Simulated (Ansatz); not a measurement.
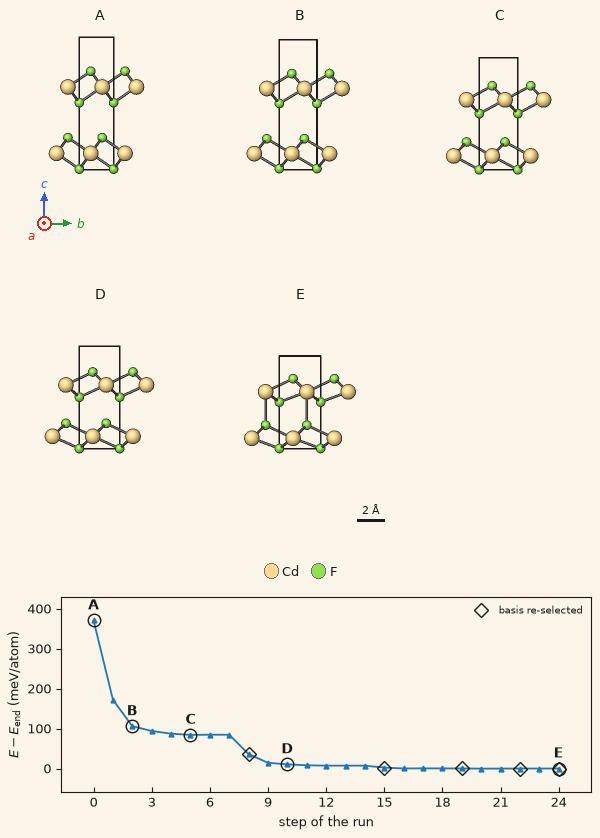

Frames of a relaxation of crystalline CdF2 (built on the SnS2-186 type type), marked on the history of the run. The picture is a ball-and-stick view of the cell of the calculation, seen along the a axis.

Level of theory: Ansatz 0.2.0, DFT, PBEsol, plane waves, PAW.

Input
```yaml
crystal:
  lattice:
    - [3.0036553, 0.0, 0.0]
    - [-1.50182765, 2.6012418, 0.0]
    - [0.0, 0.0, 10.08256047]
  atoms:
    - { symbol: Cd, position: [0.33333333, 0.66666667, 0.62501007] }
    - { symbol: Cd, position: [0.66666667, 0.33333333, 0.12501007] }
    - { symbol: F, position: [0.66666667, 0.33333333, 0.74340412] }
    - { symbol: F, position: [0.33333333, 0.66666667, 0.24340412] }
    - { symbol: F, position: [0.0, 0.0, 0.00658781] }
    - { symbol: F, position: [0.0, 0.0, 0.50658781] }
kpoints:
  mp_grid: { grid: [9, 9, 2] }
hamiltonian:
  xc: pbesol
scf:
  occupations: { method: fermi_dirac, width: 0.03 }
relax:
  f_tol: 0.01
  cell: {}
  max_steps: 120
```

Launched with:
```bash
ansatz run input.yaml --threads 2 --pin off --max-ram 2211MiB --backend cpu --events-out ev --progress --plain --runs-dir out
```

What happens along the run?

The largest moves relative to the cell, 0.086 Å, are those of F3 and F4. F4 goes along +c. By element the largest moves are F 0.086 Å, Cd 0.072 Å. The drawn cell changes as follows: a = b 3.004 → 3.620 Å (+20.5 %), c 10.083 → 7.057 Å (−30.0 %); the volume changes by +1.7 %. Among the contacts that change: Cd1–F4 3.848 → 2.535 Å, Cd1–F3 2.105 → 2.314 Å, Cd1–F6 2.105 → 2.230 Å. Bond angles that change, for instance: F6–Cd1–F6 91.0° → 108.5°, Cd1–F6–Cd1 91.0° → 108.5°, F3–Cd1–F6 89.0° → 74.1°. The space group stays P6_3mc (No. 186). After 19 accepted moves (24 points after the start) the energy has fallen by 371 meV per atom. Largest force component: 1.6 eV/Å at the start, 0.00021 eV/Å at the end. The pressure goes from 29.21 to −0.01 GPa. The SCF was repeated 5 times at an unchanged geometry on a basis and grid sized afresh for the cell, which shifted the energy by 48.4 meV per atom at most. Cost: 2.8 min on 2 threads of Intel(R) Xeon(R) Processor @ 2.50GHz (Skylake/Cascade Lake), on a shared host, peak memory 0.4 GiB. From step 0 to 2: F atoms move most (0.04 Å), volume +18.2 %, energy −265 meV per atom. From step 2 to 5: F atoms move most (0.08 Å), volume −9.6 %, energy −21.6 meV per atom. From step 5 to 10: F atoms move most (0.02 Å), energy −73.8 meV per atom. From step 10 to 24: Cd atoms move most (0.06 Å), volume −4.9 %, energy −10.5 meV per atom.

| step | E − E(0), meV/atom | largest force component, eV/Å | pressure, GPa | volume, Å³/atom | note |
| --- | --- | --- | --- | --- | --- |
| 0 | 0.00 | 1.5887 | 29.21 | 13.130 |  |
| 1 | -198.79 | 0.2280 | 9.90 | 14.475 |  |
| 2 | -264.78 | 0.0887 | 0.87 | 15.519 |  |
| 3 | -276.68 | 0.1008 | -1.27 | 15.268 |  |
| 4 | -283.40 | 0.0591 | -0.73 | 14.599 |  |
| 5 | -286.36 | 0.0440 | 0.21 | 14.035 |  |
| 6 | -285.94 | 0.0277 | -0.03 | 14.167 |  |
| 7 | -286.03 | 0.0035 | -0.02 | 14.147 |  |
| 8 | -334.45 | 0.0063 | 4.45 | 14.147 | same geometry, new basis |
| 9 | -356.29 | 0.0727 | 1.72 | 14.165 |  |
| 10 | -360.11 | 0.0660 | -0.30 | 14.044 |  |
| 11 | -362.47 | 0.0795 | -0.01 | 13.638 |  |
| 12 | -363.37 | 0.0608 | 0.23 | 13.384 |  |
| 13 | -363.38 | 0.0109 | -0.06 | 13.484 |  |
| 14 | -363.39 | 0.0015 | 0.02 | 13.484 |  |
| 15 | -368.31 | 0.0034 | 0.82 | 13.484 | same geometry, new basis |
| 16 | -370.47 | 0.0053 | 0.32 | 13.361 |  |
| 17 | -370.20 | 0.0071 | -0.16 | 13.437 |  |
| 18 | -370.31 | 0.0004 | 0.01 | 13.414 |  |
| 19 | -370.40 | 0.0010 | 0.01 | 13.414 | same geometry, new basis |
| 20 | -370.84 | 0.0071 | 0.04 | 13.344 |  |
| 21 | -370.75 | 0.0002 | 0.00 | 13.367 |  |
| 22 | -370.58 | 0.0001 | -0.02 | 13.367 | same geometry, new basis |
| 23 | -370.66 | 0.0003 | 0.00 | 13.352 |  |
| 24 | -370.56 | 0.0002 | -0.01 | 13.352 | same geometry, new basis |
